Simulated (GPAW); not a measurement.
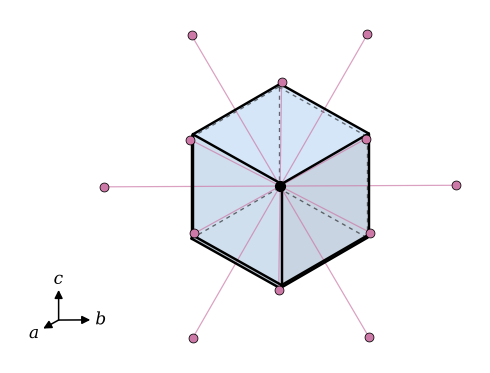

For CoO, a cell listed in the Materials Project, as set up for an electronic-structure calculation: the Wigner–Seitz cell of the crystal's lattice, with lines to the lattice points that define its faces. The drawing is computed from the coordinates (standard cell, symmetry found to 0.002 Å).

a = 3.011 Å, b = 3.011 Å, c = 7.320 Å, α = 90.00°, β = 90.00°, γ = 120.00°; lattice centring R.

Question: Describe the polyhedron.

Answer: A rhombic dodecahedron: 12 faces (12 with 4 edges), 24 edges, 14 vertices. Its volume is that of the primitive cell, 19.2 Å³.

Question: Which lattice vectors do the faces bisect?

Answer:
```csv
example,length (Å),faces,edges of each,area (Å²)
2/3 a + 1/3 b + 1/3 c,3.00,6,4,3.2
a + b,3.01,6,4,3.2
```
